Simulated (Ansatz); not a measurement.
# Geometry relaxation of Si

The run: geometry relaxation of Si (defect cell, 17 atoms in the cell). Method and program: DFT PBE, scalar-relativistic, plane waves, PAW, PAW set soft_1, no spin polarisation (Ansatz 0.2.0).

It belongs to a series of runs on one base structure; here: start relaxed. Figures and captions count atoms from 1; the log counts them from 0 in places.

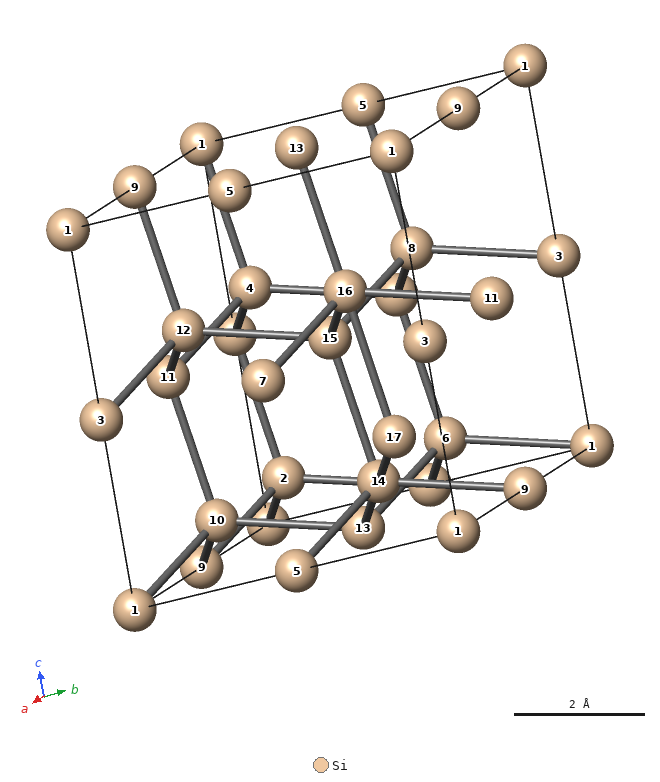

**Figure 1.** The structure as given in the input (ball-and-stick view of the cell of the calculation, seen slightly off an axis; atoms are numbered from 1 in the order of the input). An atom can appear more than once, as a periodic image. Near neighbours in the periodic cell (some may lie outside the picture): Si has 4 Si at 2.33 to 2.38 Å; Si has 5 Si at 2.33 to 2.38 Å.

**Input file**
```yaml
crystal:
  lattice:
    - [0.0, 5.43, 5.43]
    - [5.43, 0.0, 5.43]
    - [5.43, 5.43, 0.0]
  atoms:
    - { symbol: Si, position: [0.0, 0.0, 0.0] }
    - { symbol: Si, position: [0.125, 0.125, 0.125] }
    - { symbol: Si, position: [0.0, 0.0, 0.5] }
    - { symbol: Si, position: [0.125, 0.125, 0.625] }
    - { symbol: Si, position: [0.0, 0.5, 0.0] }
    - { symbol: Si, position: [0.125, 0.625, 0.125] }
    - { symbol: Si, position: [0.0, 0.5, 0.5] }
    - { symbol: Si, position: [0.125, 0.625, 0.625] }
    - { symbol: Si, position: [0.5, 0.0, 0.0] }
    - { symbol: Si, position: [0.625, 0.125, 0.125] }
    - { symbol: Si, position: [0.5, 0.0, 0.5] }
    - { symbol: Si, position: [0.625, 0.125, 0.625] }
    - { symbol: Si, position: [0.5, 0.5, 0.0] }
    - { symbol: Si, position: [0.625, 0.625, 0.125] }
    - { symbol: Si, position: [0.5, 0.5, 0.5] }
    - { symbol: Si, position: [0.625, 0.625, 0.625] }
    - { symbol: Si, position: [0.752639, 0.7500806, 0.2453806] }
basis:
  ecutwfc: 420.0
kpoints:
  mp_grid: { grid: [2, 2, 2] }
hamiltonian:
  xc: pbe
  pseudopotentials: { kind: paw, azcp: { folder: soft_1 } }
scf:
  occupations: { method: fermi_dirac, width: 0.02 }
  lower_state_search: "off"
relax:
  f_tol: 0.08
  max_steps: 25
  adjacent_minimum: "off"
```

Command:
```bash
ansatz run input.yaml --threads 1 --pin off --max-ram 3072MiB --backend cpu --events-out ev --progress --plain --runs-dir out
```

**Output**
```
Engine: ansatz 0.2.0, aarch64-unknown-linux-gnu
Pseudopotentials: kind: paw
Pseudopotential: Si, paw, valence charge 4, recommended cutoff 420 eV (normal), [file]
Functional definition: PBE
  parameter kappa = 0.804
  parameter beta = 0.06672455060314922
  exchange = pbe_x(kappa = kappa, mu = beta*pi^2/3)
  correlation = pbe_c(beta = beta)
Crystal: 17 atoms, lattice volume = 320.206 Å³
Basis set: ecut = 420 eV, 6231 PW (Γ), exchange–correlation on 108×108×108 points (8 copies of the dense FFT grid, shifted against one another)
Bands: 51, of which v1, the nominal top of the filled ones, is band 34 counted from 1 (33 counted from 0)
Symmetry: 1 space group operations
Space group: P1 (ITA 1), of the structure as read, at distance tolerance 6.8e-5 Å
k-points: 8
Non-local potential: Si, projectors of the file, l = 0: 2, l = 1: 2, l = 2: 1
PAW form: soft (Blöchl's): semilocal exchange-correlation on the pseudo side does not see the compensation charge
PAW one-centre angular grid: Si, 110 points (default); XC on 64 Gauss nodes
Initial density: superposition of atomic densities (chi_scale 0.1, normalization cell)
Initial wavefunctions: pseudopotential atomic-orbital guess
Functional: x = pbe(κ = 0.804, μ = 0.2195149727645171), c = pbe(β = 0.06672455060314922)
SCF iter   1: F=—  HF=-10806.138681 eV  |F-HF|=—  |Δ(HF+E_count)|=         —  Δρ=4.53e-2  dr2=6.78e0  ethr=3.10e-3  ⟨swp⟩=9.1  Hψ=2353  notcnv=0  defer=24
preconditioner: auto → Resta (q_TF=auto, 2.107 Å⁻¹)  ε∞=5.4  [insulator: Δε(μ)=0.105 eV  Ē_g=8.136 eV  σ=0.020 eV  W_gap=0.65  n_scr=58 (ndim 8)  ℏωp=17.1 eV  f_vac=0.000  D(μ)=8.60/eV (n_scr^D=58)  ε∞_Penn≈5.4]
SCF iter   2: F=—  HF=-10804.939641 eV  |F-HF|=—  |Δ(HF+E_count)|=    1.20e0  Δρ=2.61e-2  dr2=2.20e0  ethr=3.10e-3  ⟨swp⟩=2.6  Hψ=543  notcnv=0  defer=63
SCF iter   3: F=—  HF=-10804.420402 eV  |F-HF|=—  |Δ(HF+E_count)|=   5.19e-1  Δρ=2.48e-3  dr2=2.94e-2  ethr=3.10e-3  ⟨swp⟩=3.0  Hψ=662  notcnv=0  defer=63
SCF iter   4: F=—  HF=-10804.432880 eV  |F-HF|=—  |Δ(HF+E_count)|=   1.25e-2  Δρ=1.06e-3  dr2=4.42e-3  ethr=4.32e-5  ⟨swp⟩=3.6  Hψ=698  notcnv=0  defer=77
SCF iter   5: F=—  HF=-10804.437704 eV  |F-HF|=—  |Δ(HF+E_count)|=   4.82e-3  Δρ=1.60e-4  dr2=2.56e-4  ethr=6.50e-6  ⟨swp⟩=2.0  Hψ=650  notcnv=0  defer=77
SCF iter   6: F=-10804.437785 eV  HF=-10804.437787 eV  |F-HF|=1.96e-6  |Δ(HF+E_count)|=   8.29e-5  Δρ=4.51e-5  dr2=1.30e-5  ethr=1.47e-7  ⟨swp⟩=3.0  Hψ=1508  notcnv=0
SCF 1 converged in 6 iterations: F = -10804.437785 eV  dr2 = 1.30e-5
  greatest PAW one-centre occupation: 0.711 electrons in one spin orbital (limit 2), on the Si atom at site 16 (counted from 0), in its partial waves of l = 0
relax step   1: F+E_penalty+E_count = -10804.43778489 eV  Δ(F+E_penalty+E_count) = +0.000e0 eV  max|allowed force component| = 5.866e-1 eV/Å  Δτ_max = 0.0000 Å  (6 SCF iters, dr2 threshold 1.00e-4 eV, accepted)
Initial density: handed on by an earlier stage of this run
Initial wavefunctions: those handed on with the density
iter 1 solved again at ethr=6.51e-5 eV; its pass at ethr=3.10e-3 eV (dr2=4.43e-2 eV) is discarded
SCF iter   1: F=—  HF=-10804.559956 eV  |F-HF|=—  |Δ(HF+E_count)|=         —  Δρ=2.11e-3  dr2=5.06e-2  ethr=6.51e-5  ⟨swp⟩=2.0  Hψ=1225  notcnv=0  defer=81
preconditioner: auto → Resta (q_TF=auto, 2.107 Å⁻¹)  ε∞=5.6  [insulator: Δε(μ)=0.236 eV  Ē_g=7.999 eV  σ=0.020 eV  W_gap=0.67  n_scr=58 (ndim 8)  ℏωp=17.1 eV  f_vac=0.000  D(μ)=8.44/eV (n_scr^D=58)  ε∞_Penn≈5.6]
SCF iter   2: F=—  HF=-10804.550445 eV  |F-HF|=—  |Δ(HF+E_count)|=   9.51e-3  Δρ=8.24e-4  dr2=2.77e-3  ethr=6.51e-5  ⟨swp⟩=3.0  Hψ=577  notcnv=0  defer=81
SCF iter   3: F=—  HF=-10804.550000 eV  |F-HF|=—  |Δ(HF+E_count)|=   4.44e-4  Δρ=3.07e-4  dr2=2.55e-4  ethr=4.07e-6  ⟨swp⟩=2.4  Hψ=500  notcnv=0  defer=81
SCF iter   4: F=-10804.550001 eV  HF=-10804.550003 eV  |F-HF|=2.04e-6  |Δ(HF+E_count)|=   2.44e-6  Δρ=4.10e-5  dr2=9.56e-6  ethr=3.16e-8  ⟨swp⟩=3.4  Hψ=1476  notcnv=0
SCF 2 converged in 4 iterations: F = -10804.550001 eV  dr2 = 9.56e-6
  greatest PAW one-centre occupation: 0.712 electrons in one spin orbital (limit 2), on the Si atom at site 16 (counted from 0), in its partial waves of l = 0
relax step   2: F+E_penalty+E_count = -10804.55000088 eV  Δ(F+E_penalty+E_count) = -1.122e-1 eV  max|allowed force component| = 1.896e-1 eV/Å  Δτ_max = 0.0296 Å  (4 SCF iters, dr2 threshold 2.15e-5 eV, accepted)
SCF iter   1: F=—  HF=-10804.565938 eV  |F-HF|=—  |Δ(HF+E_count)|=         —  Δρ=1.16e-3  dr2=1.57e-2  ethr=1.77e-4  ⟨swp⟩=4.1  Hψ=916  notcnv=0  defer=81
preconditioner: auto → Resta (q_TF=auto, 2.107 Å⁻¹)  ε∞=5.6  [insulator: Δε(μ)=0.249 eV  Ē_g=7.997 eV  σ=0.020 eV  W_gap=0.68  n_scr=58 (ndim 8)  ℏωp=17.1 eV  f_vac=0.000  D(μ)=8.60/eV (n_scr^D=58)  ε∞_Penn≈5.6]
SCF iter   2: F=—  HF=-10804.562968 eV  |F-HF|=—  |Δ(HF+E_count)|=   2.97e-3  Δρ=4.26e-4  dr2=7.61e-4  ethr=2.31e-5  ⟨swp⟩=2.8  Hψ=559  notcnv=0  defer=81
SCF iter   3: F=—  HF=-10804.562886 eV  |F-HF|=—  |Δ(HF+E_count)|=   8.17e-5  Δρ=1.49e-4  dr2=5.55e-5  ethr=1.12e-6  ⟨swp⟩=2.4  Hψ=490  notcnv=0  defer=81
SCF iter   4: F=—  HF=-10804.562784 eV  |F-HF|=—  |Δ(HF+E_count)|=   1.02e-4  Δρ=2.99e-5  dr2=4.17e-6  ethr=8.17e-8  ⟨swp⟩=2.0  Hψ=527  notcnv=0  defer=81
SCF iter   5: F=—  HF=-10804.562784 eV  |F-HF|=—  |Δ(HF+E_count)|=   3.07e-8  Δρ=5.84e-6  dr2=1.56e-7  ethr=6.13e-9  ⟨swp⟩=2.1  Hψ=505  notcnv=0  defer=81
SCF iter   6: F=-10804.562784 eV  HF=-10804.562784 eV  |F-HF|=4.97e-9  |Δ(HF+E_count)|=   8.76e-8  Δρ=1.66e-6  dr2=2.17e-8  ethr=1.47e-10  ⟨swp⟩=4.5  Hψ=1266  notcnv=0
SCF 3 converged in 6 iterations: F = -10804.562784 eV  dr2 = 2.17e-8
  greatest PAW one-centre occupation: 0.713 electrons in one spin orbital (limit 2), on the Si atom at site 16 (counted from 0), in its partial waves of l = 0
relax step   3: F+E_penalty+E_count = -10804.56278399 eV  Δ(F+E_penalty+E_count) = -1.278e-2 eV  max|allowed force component| = 1.637e-2 eV/Å  Δτ_max = 0.0176 Å  (6 SCF iters, accepted)
```

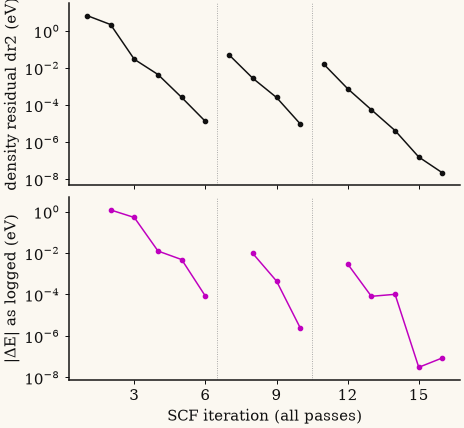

**Figure 2.** Convergence of the self-consistent field: density residual dr2 and size of the energy change against the SCF iteration. The dotted lines part the SCF passes of the relaxation: geometry steps, rejected trials and re-solves on a re-selected basis. The passes take 6, 4 and 6 iterations.

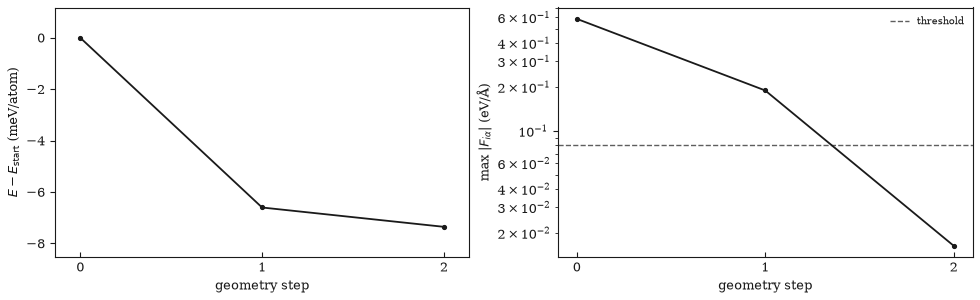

**Figure 3.** Progress of the relaxation, step by step (the first geometry is step 0 here and step 1 in the log).

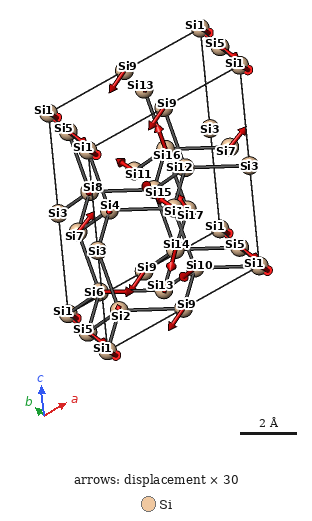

**Figure 4.** The starting structure with the displacements as red arrows, magnified 30 times (ball-and-stick view of the cell of the calculation, seen slightly off an axis). Over 2 geometry steps the energy falls by 7.4 meV per atom. The largest force component goes from 0.59 to 0.016 eV/Å. The atom that moves furthest is Si6 (0.043 Å). The cell doesn't change. Among the contacts that change: Si6–Si17 2.335 → 2.392 Å, Si14–Si17 2.340 → 2.392 Å, Si10–Si17 2.351 → 2.392 Å, Si10–Si13 2.351 → 2.311 Å. (Atoms are counted from 1 in the order of the input.)

```
SCF converged after 6 iterations
Free energy (F): -10804.562784 eV
Harris-Foulkes:  -10804.562784 eV  (|F-HF|=4.97e-9)
Internal energy: -10804.552658 eV  (E = F + TS)
E sigma→0 (E₀):  -10804.557721 eV
Entropy (-TS):   -0.010126 eV (-0.596 meV/atom)
Fermi energy:    7.328153 eV
--- Per-component energies (eV) ---
  E_band       = 113.577719
  E_kinetic    = 705.285003
  E_local      = -405.427413  (includes V_loc(G=0)·N_el)
  E_nonlocal   = 388.232587
  E_hartree    = 135.491233
  E_xc         = -965.253540
  E_vxc        = -818.937034  (∫ρ·V_xc dr)
  E_paw        = -8696.240532  (= ΣΔE_a)
  E_vpaw       = -26.558013  (= ΣTr[D̂ρ^β])
  E_aug_tail   = 0.000650  (compensation charges beyond the density's cutoff)
  E_ewald      = -1966.640646
  E_smearing   = -0.010126  (= −TS)
  E_closure    = 0.000000  (closes the sum)
  Σ components = -10804.562784   (vs F -10804.562784, Δ=0.00e0)
--- Forces (eV/Å), atoms counted from 1 ---
  atom   1  Si    -0.00324016    -0.00437967    -0.00746613
  atom   2  Si     0.01058832     0.00782821    -0.00865613
  atom   3  Si     0.00120614     0.00057610    -0.00076824
  atom   4  Si    -0.00755062    -0.01087470    -0.01630588
  atom   5  Si     0.00763513    -0.00296429     0.00261875
  atom   6  Si    -0.00053827    -0.00333826    -0.00080841
  atom   7  Si     0.00030701    -0.01009179    -0.00235177
  atom   8  Si     0.01609771    -0.00874040     0.00779128
  atom   9  Si    -0.00381922     0.00752439     0.00461077
  atom  10  Si    -0.00143479    -0.00238196     0.00295704
  atom  11  Si    -0.01246336     0.00118438    -0.00036930
  atom  12  Si    -0.00843972     0.01637075     0.01081321
  atom  13  Si    -0.00074461    -0.00017826     0.00036210
  atom  14  Si    -0.00160645     0.00031328     0.00284390
  atom  15  Si    -0.00027212     0.00258461     0.01066324
  atom  16  Si     0.00589559     0.00770556    -0.00713676
  atom  17  Si    -0.00161175    -0.00113326     0.00119670
  max |Σ_I F_I| component: 8.85e-6 eV/Å
--- Relaxed structure (3 steps of the walk, 3 accepted, 0 SCFs on fresh bases) ---
  F+E_penalty+E_count = -10804.56278399 eV   max|allowed force component| = 1.637e-2 eV/Å
  atoms:
    - { symbol: Si, position: [0.003218055242698387, 0.0029985567061429686, -0.003106846700069061] }
    - { symbol: Si, position: [0.12460110435826532, 0.12445969976875126, 0.12637701649600352] }
    - { symbol: Si, position: [-4.757877892946374e-5, -5.6114850717161834e-6, 0.5000891254897338] }
    - { symbol: Si, position: [0.12472083370637617, 0.12464511266433694, 0.6244601732749929] }
    - { symbol: Si, position: [0.003213432017958845, 0.49681404574738386, -0.00317794881567654] }
    - { symbol: Si, position: [0.13190641111453932, 0.6227314626352862, 0.1225240199677719] }
    - { symbol: Si, position: [0.0033221558658508288, 0.49699304823495016, 0.5026871166951217] }
    - { symbol: Si, position: [0.12470376737776695, 0.6262255161703654, 0.6243918938041122] }
    - { symbol: Si, position: [0.4969174264416204, 0.0030042798172285334, -0.0030824893077429916] }
    - { symbol: Si, position: [0.6229450036476429, 0.1314699042242921, 0.12267816948416516] }
    - { symbol: Si, position: [0.4970136142598665, 0.0031948605067592672, 0.5027803758715386] }
    - { symbol: Si, position: [0.6261532735284798, 0.12465571550246962, 0.6244844500030273] }
    - { symbol: Si, position: [0.5004494253162496, 0.5000275505139339, -0.0008056753348917312] }
    - { symbol: Si, position: [0.622899055690598, 0.6227543187942408, 0.12256528444328152] }
    - { symbol: Si, position: [0.49700725915195215, 0.4970000615536952, 0.5027105071681388] }
    - { symbol: Si, position: [0.6231563084845875, 0.6230951154213313, 0.630612377185459] }
    - { symbol: Si, position: [0.7504594525744772, 0.7500169632239051, 0.24919305027503436] }
```

**Trajectory as extended XYZ (Å, eV, eV/Å), 3 frames, from step=1 to step=3**
```
17
Lattice="0.0000 5.4300 5.4300 5.4300 0.0000 5.4300 5.4300 5.4300 0.0000" Properties=species:S:1:pos:R:3:forces:R:3 step=1 energy=-10804.43779
Si    0.0000    0.0000    0.0000    0.0064  -0.0101   0.5353
Si    1.3575    1.3575    1.3575    0.0729   0.0811  -0.0788
Si    2.7150    2.7150    0.0000    0.0013   0.0006  -0.0008
Si    4.0725    4.0725    1.3575   -0.0770  -0.0689  -0.0543
Si    2.7150    0.0000    2.7150   -0.5536  -0.0038  -0.0011
Si    4.0725    1.3575    4.0725   -0.5443   0.5866   0.5565
Si    5.4300    2.7150    2.7150    0.0221   0.4908  -0.0231
Si    6.7875    4.0725    4.0725    0.0553  -0.0758   0.0781
Si    0.0000    2.7150    2.7150    0.0037  -0.5280   0.0079
Si    1.3575    4.0725    4.0725    0.5270  -0.4877   0.4830
Si    2.7150    5.4300    2.7150    0.4683   0.0146  -0.0141
Si    4.0725    6.7875    4.0725   -0.0742   0.0538   0.0684
Si    2.7150    2.7150    5.4300   -0.0417  -0.0184   0.0251
Si    4.0725    4.0725    6.7875   -0.5226  -0.5395  -0.5690
Si    5.4300    5.4300    5.4300    0.0195   0.0209  -0.4842
Si    6.7875    6.7875    6.7875    0.4039   0.3899  -0.3940
Si    5.4054    5.4192    8.1598    0.2330   0.0938  -0.1351
17
Lattice="0.0000 5.4300 5.4300 5.4300 0.0000 5.4300 5.4300 5.4300 0.0000" Properties=species:S:1:pos:R:3:forces:R:3 step=2 energy=-10804.55000
Si    0.0003   -0.0003    0.0246    0.0007   0.0017   0.1485
Si    1.3654    1.3659    1.3492   -0.0371  -0.0406   0.0396
Si    2.7162    2.7155   -0.0007   -0.0012  -0.0006   0.0008
Si    4.0650    4.0657    1.3516    0.0416   0.0381   0.0316
Si    2.6902   -0.0001    2.7149   -0.1543   0.0010  -0.0007
Si    4.0564    1.3758    4.0893   -0.1888   0.1896   0.1893
Si    5.4308    2.7389    2.7143   -0.0014   0.1355   0.0020
Si    6.7937    4.0650    4.0802   -0.0313   0.0403  -0.0413
Si    0.0002    2.6905    2.7152    0.0010  -0.1463  -0.0017
Si    1.3744    4.0575    4.0872    0.1607  -0.1611   0.1610
Si    2.7382    5.4305    2.7145    0.1294  -0.0013   0.0011
Si    4.0653    6.7933    4.0793    0.0407  -0.0318  -0.0382
Si    2.7094    2.7125    5.4334    0.0041   0.0021  -0.0026
Si    4.0570    4.0560    6.7696   -0.1805  -0.1810  -0.1811
Si    5.4307    5.4307    5.4063   -0.0011  -0.0020  -0.1337
Si    6.8005    6.7998    6.7750    0.1135   0.1139  -0.1138
Si    5.4115    5.4220    8.1560    0.1043   0.0425  -0.0607
17
Lattice="0.0000 5.4300 5.4300 5.4300 0.0000 5.4300 5.4300 5.4300 0.0000" Properties=species:S:1:pos:R:3:forces:R:3 step=3 energy=-10804.56278
Si   -0.0006    0.0006    0.0338   -0.0032  -0.0044  -0.0075
Si    1.3620    1.3628    1.3524    0.0106   0.0078  -0.0087
Si    2.7155    2.7152   -0.0003    0.0012   0.0006  -0.0008
Si    4.0676    4.0681    1.3541   -0.0076  -0.0109  -0.0163
Si    2.6804    0.0002    2.7151    0.0076  -0.0030   0.0026
Si    4.0467    1.3816    4.0977   -0.0005  -0.0033  -0.0008
Si    5.4283    2.7476    2.7167    0.0003  -0.0101  -0.0024
Si    6.7909    4.0676    4.0775    0.0161  -0.0087   0.0078
Si   -0.0004    2.6815    2.7146   -0.0038   0.0075   0.0046
Si    1.3800    4.0487    4.0965   -0.0014  -0.0024   0.0030
Si    2.7474    5.4289    2.7161   -0.0125   0.0012  -0.0004
Si    4.0678    6.7910    4.0769   -0.0084   0.0164   0.0108
Si    2.7108    2.7131    5.4326   -0.0007  -0.0002   0.0004
Si    4.0471    4.0479    6.7639   -0.0016   0.0003   0.0028
Si    5.4284    5.4285    5.3975   -0.0003   0.0026   0.0107
Si    6.8076    6.8080    6.7671    0.0059   0.0077  -0.0071
Si    5.4257    5.4281    8.1476   -0.0016  -0.0011   0.0012
```

**Summary**

- outcome: converged
- electrons treated: 68
- free energy: −10804.5628 eV
- Fermi energy: 7.328 eV
- final volume: 320.21 Å³
- largest force (length of the vector) at the end: 0.021 eV/Å
- hardware: 1 thread of Arm Neoverse V1, 24 GiB of memory available, shared host
- wall time: 16 s
- peak memory: 0.49 GiB

The k-point mesh is coarse for a cell of this size, so the results may not be converged.
